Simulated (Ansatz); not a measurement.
**Sn: a surface, (111), 6 layers**

Aim: cut a slab of Sn (111), 6 layers from the relaxed bulk, relax it, and get surface energy and work function. The runs shown use PAW. Its runs: bulk cell relaxed (PAW); bulk in the slab's orientation (PAW); the reference run (PAW); atoms relaxed (PAW); no images along the normal (PAW); core holes in 3d of Sn (PAW).

Computed with Ansatz 0.2.0 (DFT, PBE, PAW with Ansatz's default frozen-core files, scalar-relativistic, unless a step's input says otherwise).

1 further run of the same task is left out (set aside as unsound or not needed).

**1. The starting structure**

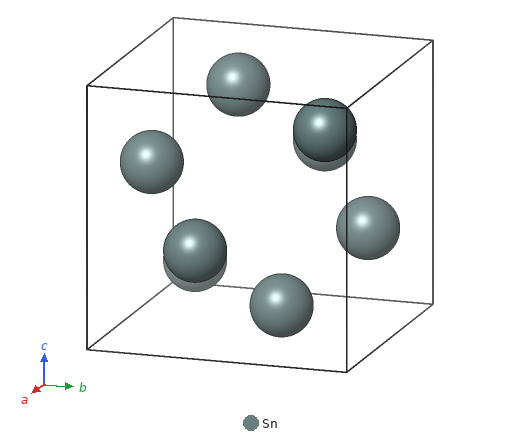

The starting structure, seen slightly off an axis (tin teal). The cell drawn here is the conventional one.

Structure file:

```
CELL_PARAMETERS angstrom
0.00000 3.27107 3.27107
3.27107 0.00000 3.27107
3.27107 3.27107 0.00000
ATOMIC_POSITIONS crystal
Sn 0.87500 0.87500 0.87500
Sn 0.12500 0.12500 0.12500
```

Atoms are numbered in the order of the input: Sn1, Sn2.

**2. Bulk cell relaxed, PAW**

input.yaml

```yaml
crystal:
  lattice:
    - [0.0, 3.2710663102, 3.2710663102]
    - [3.2710663102, 0.0, 3.2710663102]
    - [3.2710663102, 3.2710663102, 0.0]
  atoms:
    - { symbol: Sn, position: [-0.125, -0.125, -0.125] }
    - { symbol: Sn, position: [0.125, 0.125, 0.125] }
kpoints:
  mp_grid: { grid: [9, 9, 9] }
scf:
  occupations: { method: fermi_dirac, width: 0.02 }
hamiltonian:
  xc: pbe
  pseudopotentials: { kind: paw }
output:
  forces: true
  stress: true
relax:
  f_tol: 0.005
  max_steps: 40
  cell: {}
```

Launch:

```console
ansatz run input.yaml --threads 2 --pin off --max-ram 4096MiB --backend cpu --events-out ev --progress --plain --runs-dir out
```

Log:

```text
Engine: ansatz 0.2.0
Pseudopotentials: kind: paw
Pseudopotential: Sn, paw, valence charge 14, recommended cutoff 420 eV (normal)
Functional definition: PBE
  parameter kappa = 0.804
  parameter beta = 0.06672455060314922
  exchange = pbe_x(kappa = kappa, mu = beta*pi^2/3)
  correlation = pbe_c(beta = beta)
Crystal: 2 atoms, lattice volume = 70.000 Å³
Basis set: ecut = 420 eV, 1363 PW (Γ), exchange–correlation on 64×64×64 points (8 copies of the dense FFT grid, shifted against one another)
Bands: 18, of which v1, the nominal top of the filled ones, is band 14 counted from 1 (13 counted from 0)
Symmetry: 48 space group operations
Space group: Fd-3m (ITA 227), of the structure as read, at distance tolerance 4.1e-5 Å
k-points: 35 of 729
Non-local potential: Sn, projectors of the file, l = 0: 2, l = 1: 2, l = 2: 2, l = 3: 2
PAW form: soft (Blöchl's): semilocal exchange-correlation on the pseudo side does not see the compensation charge
PAW one-centre angular grid: Sn, 590 points (default); XC on 64 Gauss nodes
Initial density: superposition of atomic densities (neutral atoms: chi_scale 0, normalization atom), corrected by the library's trained network
Initial wavefunctions: pseudopotential atomic-orbital guess
Functional: x = pbe(κ = 0.804, μ = 0.2195149727645171), c = pbe(β = 0.06672455060314922)
SCF iter   1: F=—  HF=-12048.398639 eV  |F-HF|=—  |Δ(HF+E_count)|=         —  Δρ=7.47e-4  dr2=5.43e-4  ethr=1.77e-3  ⟨swp⟩=6.1  Hψ=3417  notcnv=0
preconditioner: auto → none  [insulator: Δε(μ)=0.111 eV  Ē_g=20.058 eV  σ=0.020 eV  W_gap=0.72  n_scr=14 (ndim 8)  ℏωp=23.5 eV  f_vac=0.100  D(μ)=0.24/eV (n_scr^D=0)  ε∞_Penn≈2.4]
SCF iter   2: F=—  HF=-12048.397694 eV  |F-HF|=—  |Δ(HF+E_count)|=   9.45e-4  Δρ=4.04e-4  dr2=1.89e-4  ethr=1.94e-6  ⟨swp⟩=2.0  Hψ=1514  notcnv=0
SCF iter   3: F=—  HF=-12048.397817 eV  |F-HF|=—  |Δ(HF+E_count)|=   1.23e-4  Δρ=1.66e-4  dr2=1.49e-5  ethr=6.74e-7  ⟨swp⟩=2.0  Hψ=1224  notcnv=0
SCF iter   4: F=—  HF=-12048.397844 eV  |F-HF|=—  |Δ(HF+E_count)|=   2.76e-5  Δρ=6.60e-5  dr2=2.69e-6  ethr=5.34e-8  ⟨swp⟩=3.0  Hψ=1120  notcnv=0
iter 5 did not close the SCF: its close was put off for the readings that it lacked (scf_convergence_deferred on its scf_iter line)
SCF iter   5: F=-12048.397848 eV  HF=-12048.397848 eV  |F-HF|=2.18e-8  |Δ(HF+E_count)|=   3.68e-6  Δρ=2.89e-6  dr2=5.68e-9  ethr=9.61e-9  ⟨swp⟩=2.0  Hψ=1120  notcnv=0
SCF iter   6: F=-12048.397848 eV  HF=-12048.397848 eV  |F-HF|=4.55e-11  |Δ(HF+E_count)|=   2.81e-8  Δρ=2.39e-7  dr2=5.71e-11  ethr=2.03e-11  ⟨swp⟩=2.6  Hψ=2071  notcnv=0
SCF 1 converged in 6 iterations: F = -12048.397848 eV  dr2 = 5.71e-11
relax step   1: F+E_penalty+E_count = -12048.39784817 eV  Δ(F+E_penalty+E_count) = +0.000e0 eV  max|allowed force component| = 4.626e-18 eV/Å  Δτ_max = 0.0000 Å  P = +2.060 GPa  Ω = 70.000 Å³  (6 SCF iters, dr2 threshold 1.00e-7 eV, accepted)
Crystal: 2 atoms, lattice volume = 75.295 Å³
Basis set: ecut = 420 eV, 1459 PW (Γ), exchange–correlation on 64×64×64 points (8 copies of the dense FFT grid, shifted against one another)
Initial density: handed on by an earlier stage of this run
Initial wavefunctions: those handed on with the density
iter 1 solved again at ethr=1.40e-5 eV; its pass at ethr=3.10e-3 eV (dr2=3.93e-3 eV) is discarded
SCF iter   1: F=—  HF=-12048.415029 eV  |F-HF|=—  |Δ(HF+E_count)|=         —  Δρ=2.15e-3  dr2=3.90e-3  ethr=1.40e-5  ⟨swp⟩=3.0  Hψ=4433  notcnv=0
preconditioner: auto → none  [insulator: Δε(μ)=0.104 eV  Ē_g=19.817 eV  σ=0.020 eV  W_gap=0.68  n_scr=14 (ndim 8)  ℏωp=22.6 eV  f_vac=0.133  D(μ)=0.64/eV (n_scr^D=0)  ε∞_Penn≈2.3]
SCF iter   2: F=—  HF=-12048.415678 eV  |F-HF|=—  |Δ(HF+E_count)|=   6.49e-4  Δρ=1.09e-3  dr2=9.02e-4  ethr=1.39e-5  ⟨swp⟩=2.0  Hψ=745  notcnv=0
SCF iter   3: F=—  HF=-12048.416074 eV  |F-HF|=—  |Δ(HF+E_count)|=   3.97e-4  Δρ=1.07e-4  dr2=4.60e-6  ethr=3.22e-6  ⟨swp⟩=2.0  Hψ=885  notcnv=0
SCF iter   4: F=—  HF=-12048.416079 eV  |F-HF|=—  |Δ(HF+E_count)|=   4.69e-6  Δρ=3.19e-5  dr2=6.60e-7  ethr=7.14e-10  ⟨swp⟩=5.7  Hψ=2428  notcnv=0
SCF iter   5: F=-12048.416079 eV  HF=-12048.416079 eV  |F-HF|=1.81e-8  |Δ(HF+E_count)|=   2.16e-7  Δρ=3.42e-6  dr2=1.65e-8  ethr=7.14e-10  ⟨swp⟩=5.1  Hψ=2371  notcnv=0
SCF 2 converged in 5 iterations: F = -12048.416079 eV  dr2 = 1.65e-8
relax step   2: F+E_penalty+E_count = -12048.41607877 eV  Δ(F+E_penalty+E_count) = -1.823e-2 eV  max|allowed force component| = 1.388e-17 eV/Å  Δτ_max = 0.0000 Å  P = -0.707 GPa  Ω = 75.295 Å³  energy of the carried Pulay correction = -8.455e-4 eV  (5 SCF iters, dr2 threshold 2.00e-7 eV, accepted)
Crystal: 2 atoms, lattice volume = 73.868 Å³
iter 1 solved again at ethr=1.06e-6 eV; its pass at ethr=3.10e-3 eV (dr2=2.96e-4 eV) is discarded
SCF iter   1: F=—  HF=-12048.419758 eV  |F-HF|=—  |Δ(HF+E_count)|=         —  Δρ=5.47e-4  dr2=2.44e-4  ethr=1.06e-6  ⟨swp⟩=3.0  Hψ=4083  notcnv=0
preconditioner: auto → none  [insulator: Δε(μ)=0.138 eV  Ē_g=19.881 eV  σ=0.020 eV  W_gap=0.75  n_scr=14 (ndim 8)  ℏωp=22.9 eV  f_vac=0.104  D(μ)=0.65/eV (n_scr^D=0)  ε∞_Penn≈2.3]
SCF iter   2: F=—  HF=-12048.419783 eV  |F-HF|=—  |Δ(HF+E_count)|=   2.48e-5  Δρ=2.74e-4  dr2=5.42e-5  ethr=8.70e-7  ⟨swp⟩=1.0  Hψ=630  notcnv=0
SCF iter   3: F=—  HF=-12048.419800 eV  |F-HF|=—  |Δ(HF+E_count)|=   1.72e-5  Δρ=2.60e-5  dr2=2.53e-7  ethr=1.93e-7  ⟨swp⟩=2.0  Hψ=769  notcnv=0
SCF iter   4: F=-12048.419801 eV  HF=-12048.419801 eV  |F-HF|=3.20e-8  |Δ(HF+E_count)|=   3.10e-7  Δρ=7.08e-6  dr2=2.97e-8  ethr=7.14e-10  ⟨swp⟩=4.9  Hψ=2172  notcnv=0
SCF 3 converged in 4 iterations: F = -12048.419801 eV  dr2 = 2.97e-8
relax step   3: F+E_penalty+E_count = -12048.41980068 eV  Δ(F+E_penalty+E_count) = -3.722e-3 eV  max|allowed force component| = 2.671e-17 eV/Å  Δτ_max = 0.0000 Å  P = -0.069 GPa  Ω = 73.868 Å³  energy of the carried Pulay correction = -6.237e-4 eV  (4 SCF iters, dr2 threshold 2.00e-7 eV, accepted)
Crystal: 2 atoms, lattice volume = 73.717 Å³
iter 1 solved again at ethr=2.50e-8 eV; its pass at ethr=3.10e-3 eV (dr2=6.99e-6 eV) is discarded
SCF iter   1: F=—  HF=-12048.419857 eV  |F-HF|=—  |Δ(HF+E_count)|=         —  Δρ=6.04e-5  dr2=3.10e-6  ethr=2.50e-8  ⟨swp⟩=3.0  Hψ=3869  notcnv=0
preconditioner: auto → none  [insulator: Δε(μ)=0.143 eV  Ē_g=19.888 eV  σ=0.020 eV  W_gap=0.76  n_scr=14 (ndim 8)  ℏωp=22.9 eV  f_vac=0.111  D(μ)=0.65/eV (n_scr^D=0)  ε∞_Penn≈2.3]
SCF iter   2: F=—  HF=-12048.419855 eV  |F-HF|=—  |Δ(HF+E_count)|=   1.37e-6  Δρ=3.12e-5  dr2=7.21e-7  ethr=1.11e-8  ⟨swp⟩=1.1  Hψ=634  notcnv=0
SCF iter   3: F=-12048.419856 eV  HF=-12048.419856 eV  |F-HF|=2.54e-9  |Δ(HF+E_count)|=   3.01e-7  Δρ=2.78e-6  dr2=6.10e-9  ethr=4.21e-11  ⟨swp⟩=3.9  Hψ=2608  notcnv=0
SCF 4 converged in 3 iterations: F = -12048.419856 eV  dr2 = 6.10e-9
relax step   4: F+E_penalty+E_count = -12048.41985576 eV  Δ(F+E_penalty+E_count) = -5.508e-5 eV  max|allowed force component| = 2.544e-17 eV/Å  Δτ_max = 0.0000 Å  P = +0.002 GPa  Ω = 73.717 Å³  energy of the carried Pulay correction = -6.000e-4 eV  (3 SCF iters, dr2 threshold 1.18e-8 eV, accepted)
Initial wavefunctions: pseudopotential atomic-orbital guess (no wavefunctions were taken with the density)
iter 1 solved again at ethr=3.29e-7 eV; its pass at ethr=3.10e-3 eV (dr2=9.22e-5 eV) is discarded
SCF iter   1: F=—  HF=-12048.420430 eV  |F-HF|=—  |Δ(HF+E_count)|=         —  Δρ=4.63e-5  dr2=2.84e-7  ethr=3.29e-7  ⟨swp⟩=2.6  Hψ=4816  notcnv=0
SCF iter   2: F=—  HF=-12048.420429 eV  |F-HF|=—  |Δ(HF+E_count)|=   1.95e-7  Δρ=2.04e-5  dr2=5.63e-8  ethr=1.01e-9  ⟨swp⟩=2.2  Hψ=1125  notcnv=0
SCF iter   3: F=—  HF=-12048.420430 eV  |F-HF|=—  |Δ(HF+E_count)|=   1.29e-7  Δρ=6.08e-6  dr2=4.07e-9  ethr=2.01e-10  ⟨swp⟩=2.0  Hψ=769  notcnv=0
SCF iter   4: F=—  HF=-12048.420430 eV  |F-HF|=—  |Δ(HF+E_count)|=   1.55e-8  Δρ=6.73e-7  dr2=1.18e-10  ethr=1.45e-11  ⟨swp⟩=2.0  Hψ=1123  notcnv=0
SCF iter   5: F=-12048.420430 eV  HF=-12048.420430 eV  |F-HF|=3.64e-12  |Δ(HF+E_count)|=  1.58e-10  Δρ=8.72e-8  dr2=2.50e-12  ethr=1.00e-12  ⟨swp⟩=6.3  Hψ=2522  notcnv=0
SCF 5 converged in 5 iterations: F = -12048.420430 eV  dr2 = 2.50e-12
relax step   5: F+E_penalty+E_count = -12048.42042962 eV  Δ(F+E_penalty+E_count) = -5.739e-4 eV  max|allowed force component| = 5.782e-17 eV/Å  Δτ_max = 0.0000 Å  P = -0.002 GPa  Ω = 73.717 Å³  stress off target by 1.53e-3 GPa  SCF on the basis re-selected at this cell (its energy is not comparable with the rows above)  (5 SCF iters)
basis re-selected at this cell: Δ(F+E_penalty+E_count) = -5.739e-4 eV, ΔP = -0.004 GPa vs the last step (what re-selecting the basis moved, of the pressure what is left beyond the Pulay correction that the steps carried, after the strain that the cell walked since its last selection, with what the two solves' SCF thresholds leave and, on support functions, any second-order correction that the steps lacked; it is no measure of the basis error at this ecutwfc). This SCF's stress stands 1.53e-3 GPa from its target on what of the cell is left free (relax.cell.stress_tol is 5.00e-2 GPa) and its largest allowed force component is 5.78e-17 eV/Å (relax.f_tol is 5.00e-3 eV/Å): within both
SCF converged after 5 iterations
Free energy (F): -12048.420430 eV
Harris-Foulkes:  -12048.420430 eV  (|F-HF|=3.64e-12)
Internal energy: -12048.419590 eV  (E = F + TS)
E sigma→0 (E₀):  -12048.420010 eV
Entropy (-TS):   -0.000839 eV (-0.420 meV/atom)
Fermi energy:    6.804296 eV
--- Per-component energies (eV) ---
  E_band       = -270.255536
  E_kinetic    = 373.002006
  E_local      = -2394.662807  (includes V_loc(G=0)·N_el)
  E_nonlocal   = -64.170679
  E_hartree    = 1360.302139
  E_xc         = -763.481409
  E_vxc        = -190.150717  (∫ρ·V_xc dr)
  E_paw        = -8275.237008  (= ΣΔE_a)
  E_vpaw       = -714.877566  (= ΣTr[D̂ρ^β])
  E_aug_tail   = -0.000001  (compensation charges beyond the density's cutoff)
  E_ewald      = -2284.171831
  E_smearing   = -0.000839  (= −TS)
  E_closure    = 0.000000  (closes the sum)
  Σ components = -12048.420430   (vs F -12048.420430, Δ=0.00e0)
--- Forces (eV/Å), atoms counted from 1 ---
  atom   1  Sn    -0.00000000     0.00000000    -0.00000000
  atom   2  Sn     0.00000000    -0.00000000     0.00000000
  max |Σ_I F_I| component: 8.75e-18 eV/Å
--- Stress (GPa, compression-positive) ---
       -0.001533       0.000000       0.000000
        0.000000      -0.001533      -0.000000
       -0.000000      -0.000000      -0.001533
  P = ⅓ Tr σ = -0.0015 GPa (-0.015 kbar)
--- Relaxed structure (4 steps of the walk, 4 accepted, 1 SCFs on fresh bases) ---
  F+E_penalty+E_count = -12048.42042962 eV   max|allowed force component| = 5.782e-17 eV/Å   (the final SCF, on the basis selected at the relaxed cell)
  cell:  # Å, volume = 73.7173 Å³
    - [1.6878419858966642e-33, 3.3279730279625346, 3.3279730279625346]
    - [3.3279730279625346, 1.49039631962196e-33, 3.3279730279625346]
    - [3.3279730279625346, 3.3279730279625346, 5.668601386596343e-34]
  atoms:
    - { symbol: Sn, position: [-0.12499999999999999, -0.12499999999999999, -0.12499999999999999] }
    - { symbol: Sn, position: [0.12499999999999999, 0.12499999999999999, 0.12499999999999999] }
```

Wall time 4.8 s (2 threads of AMD EPYC 7B13 (Zen 3), shared host); peak memory 0.41 GiB.

The steps of the relaxation:

| step | energy from step 1 (eV/cell) | largest force component (eV/Å) | pressure (GPa) | volume (Å³) |
| --- | --- | --- | --- | --- |
| 1 | 0.0000 | 0.0000 | 2.06 | 70.00 |
| 2 | -0.0182 | 0.0000 | -0.71 | 75.30 |
| 3 | -0.0220 | 0.0000 | -0.07 | 73.87 |
| 4 | -0.0220 | 0.0000 | 0.00 | 73.72 |
| 5 | -0.0226 | 0.0000 | 0.00 | 73.72 |

Step 1 is the start. Step 5 repeats the geometry before on a plane-wave basis chosen anew for that cell, so the energy can jump there without any move; the table keeps such jumps.

| input's cell | before | after | change |
| --- | --- | --- | --- |
| a (Å) | 4.626 | 4.706 | +1.7 % |
| b (Å) | 4.626 | 4.706 | +1.7 % |
| c (Å) | 4.626 | 4.706 | +1.7 % |
| volume (Å³/atom) | 35.00 | 36.86 | +5.3 % |

**3. Bulk in the slab's orientation, PAW**

input.yaml

```yaml
crystal:
  lattice:
    - [0.0, 3.327973028, -3.327973028]
    - [-3.327973028, 0.0, 3.327973028]
    - [6.6559460559, 6.6559460559, 6.6559460559]
  atoms:
    - { symbol: Sn, position: [0.333333333, 0.666666667, 0.208333333] }
    - { symbol: Sn, position: [0.666666667, 0.333333333, 0.541666667] }
    - { symbol: Sn, position: [0.0, 0.0, 0.875] }
    - { symbol: Sn, position: [0.0, 0.0, 0.125] }
    - { symbol: Sn, position: [0.333333333, 0.666666667, 0.458333333] }
    - { symbol: Sn, position: [0.666666667, 0.333333333, 0.791666667] }
kpoints:
  mp_grid: { grid: [6, 6, 3] }
scf:
  occupations: { method: fermi_dirac, width: 0.02 }
hamiltonian:
  xc: pbe
  pseudopotentials: { kind: paw }
output:
  forces: true
  stress: true
  eigenvalues: true
  write_density: true
  write_potential: true
  elf: true
  volumetric_format: npy
```

Launch:

```console
ansatz run input.yaml --threads 2 --pin off --max-ram 4096MiB --backend cpu --events-out ev --progress --plain --runs-dir out
```

Log, shortened:

```text
[...]
[... 3 set-up lines as earlier in the session ...]
[...]
Crystal: 6 atoms, lattice volume = 221.152 Å³
Basis set: ecut = 420 eV, 4341 PW (Γ), exchange–correlation on 64×64×160 points (8 copies of the dense FFT grid, shifted against one another)
Bands: 51, of which v1, the nominal top of the filled ones, is band 42 counted from 1 (41 counted from 0)
Symmetry: 36 space group operations
Space group: Fd-3m (ITA 227), of the structure as read, at distance tolerance 6.0e-5 Å
k-points: 17 of 108
[...]
SCF iter   1: F=—  HF=-36145.229497 eV  |F-HF|=—  |Δ(HF+E_count)|=         —  Δρ=8.10e-4  dr2=2.63e-3  ethr=1.77e-3  ⟨swp⟩=6.9  Hψ=3639  notcnv=0  defer=1
[...]
SCF iter   7: F=-36145.228052 eV  HF=-36145.228053 eV  |F-HF|=5.83e-8  |Δ(HF+E_count)|=   5.97e-9  Δρ=6.97e-6  dr2=6.74e-8  ethr=1.19e-10  ⟨swp⟩=14.9  Hψ=6559  notcnv=0
[...]
SCF converged after 7 iterations
Free energy (F): -36145.228052 eV
[...]
E sigma→0 (E₀):  -36145.227724 eV
Entropy (-TS):   -0.000658 eV (-0.110 meV/atom)
Fermi energy:    6.852898 eV
[...]
--- Forces (eV/Å), atoms counted from 1 ---
  atom   1  Sn    -0.02803328    -0.02803328    -0.02803328
  atom   2  Sn    -0.02803328    -0.02803328    -0.02803328
  atom   3  Sn    -0.02803328    -0.02803328    -0.02803328
  atom   4  Sn     0.02803328     0.02803328     0.02803328
  atom   5  Sn     0.02803328     0.02803328     0.02803328
  atom   6  Sn     0.02803328     0.02803328     0.02803328
[...]
--- Stress (GPa, compression-positive) ---
        0.000088      -0.107404      -0.107404
       -0.107404       0.000088      -0.107404
       -0.107404      -0.107404       0.000088
  P = ⅓ Tr σ = 0.0001 GPa (0.001 kbar)
--- Band table (eV; the first three rows and the last of 17) ---
[...]
```

Wall time 5.7 s (2 threads of AMD EPYC 7B13 (Zen 3), shared host); peak memory 0.58 GiB.

This run gives: pressure 0.00 GPa; no gap; largest force 0.049 eV/Å.

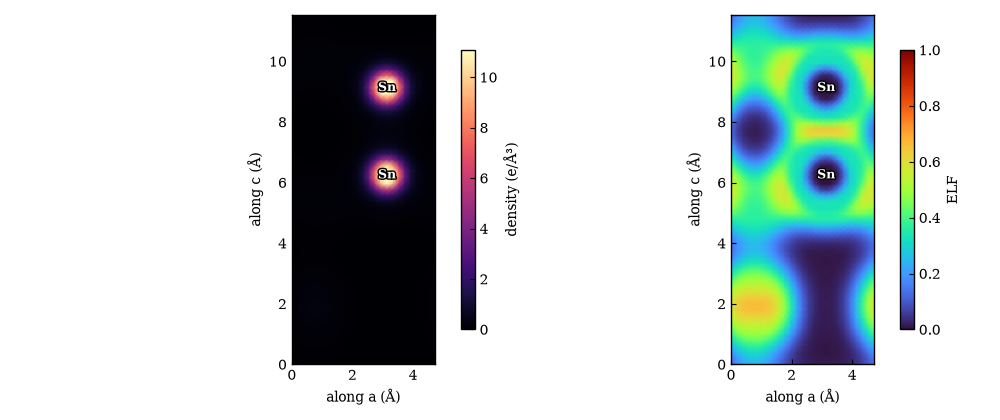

Density (left) and ELF (right) in a lattice plane of the grid's cell (edges 4.71 and 11.53 Å, at 0.333 of the third edge), which holds Sn. Only atoms in the plane are labelled; the density scale stops at 11.08 e/Å³. Both are smooth fields of the valence electrons: close to the nuclei they are not physical.

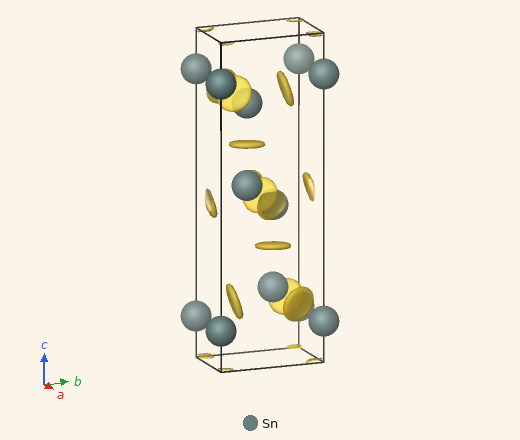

Surface of ELF = 0.61, drawn in one cell.

The highest ELF values outside the cores: 0.67 on the Sn–Sn line, 1.4 Å from Sn.

**4. The slab as cut**

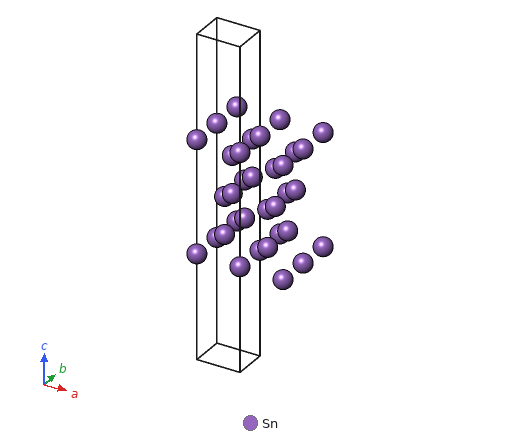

The slab (tin purple); 2×2×1 cells are drawn, with vacuum above and below.

(Part 1 of 2 ends here.)
